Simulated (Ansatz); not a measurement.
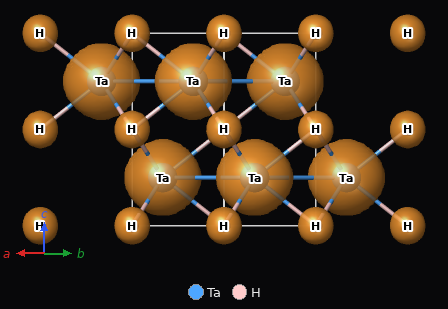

The picture shows: TaH. Isosurface of the valence electron density at 0.5 e/Å³ (orange), seen along [110]. Sticks mark near contacts.

Space group P6₃/mmc; a generated structure, not necessarily the stable one.

The calculation used DFT PBE, scalar-relativistic, plane waves, PAW (Ansatz).

The density is the valence pseudo-density of a PAW calculation; it isn't the true density close to the nuclei.

### Which contacts does the surface bridge?

At this value the density breaks into separate islands; it holds about 70 % of the electrons treated as valence (semicore included). It bridges none of the near contacts. It is pinched off along the sampled Ta–H (2.17 Å) and Ta–Ta (2.95 Å) contacts. On the grid the lowest density along these lines, outside the cores, is 0.3 e/Å³ (Ta–H, 2.17 Å) and 0.29 e/Å³ (Ta–Ta, 2.95 Å).

### Metal or insulator at this level of theory?

It is gapless in this calculation (a metal or semimetal).
